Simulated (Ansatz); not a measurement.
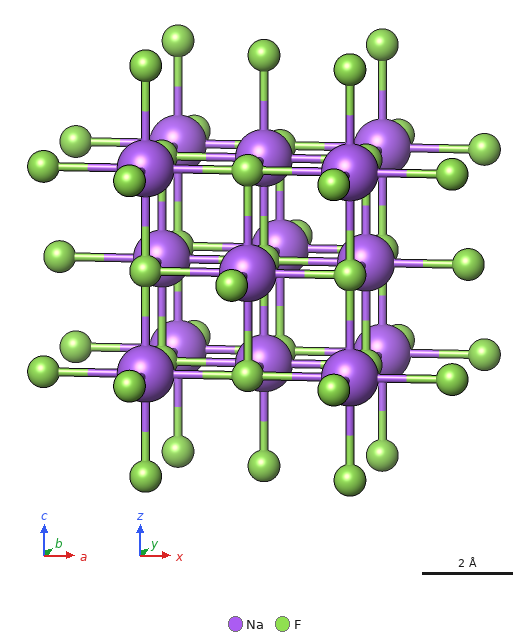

A crystal of NaF (Fm-3m): the cell is strained along z alone, with the atoms kept at their fractional coordinates. x, y and z are the Cartesian axes of the input. The picture shows the reference cell. A ball-and-stick model of the conventional cell (4 times the calculation's cell), seen along the b axis, with a slight tilt. Lengths and directions refer to the drawn axes.

The calculation used Ansatz 0.2.0, DFT PBE, scalar-relativistic, plane waves, PAW. Settings: plane-wave cutoff 420 eV; k-point mesh 8 × 8 × 8; occupations gaussian; smearing width 0.05 eV; no spin polarisation. Energies (free energies at the smearing named) are counted from the cell as listed in its source, which wasn't relaxed.

```
CELL_PARAMETERS angstrom
0.00000 2.32330 2.32330
2.32330 0.00000 2.32330
2.32330 2.32330 0.00000
ATOMIC_POSITIONS crystal
Na 0.00000 0.00000 0.00000
F 0.50000 0.50000 0.50000
```

Question: What energies does the calculation give (the strain: −0.0200, −0.0150, −0.0100, −0.0050, 0.0000, 0.0050, 0.0100, 0.0150, 0.0175, 0.0200)?

Answer:
```csv
strain,E − E(ref) (meV/atom)
−0.0200,4.44
−0.0150,2.97
−0.0100,1.72
−0.0050,0.75
0.0000,0.00
0.0050,−0.61
0.0100,−0.98
0.0150,−1.18
0.0175,−1.20
0.0200,−1.18
```

The lowest computed point lies at the strain 0.0175 (−1.20 meV/atom). At the ends of the scan the energy is 4.44 meV/atom (−0.02) and −1.18 meV/atom (0.02). The unrelaxed reference is under a pressure of 1.7 GPa, which tilts the curve. The distortion takes the space group from Fm-3m to I4/mmm. At the strain −0.02 the cell of the drawing goes c 4.647 → 4.554 Å.
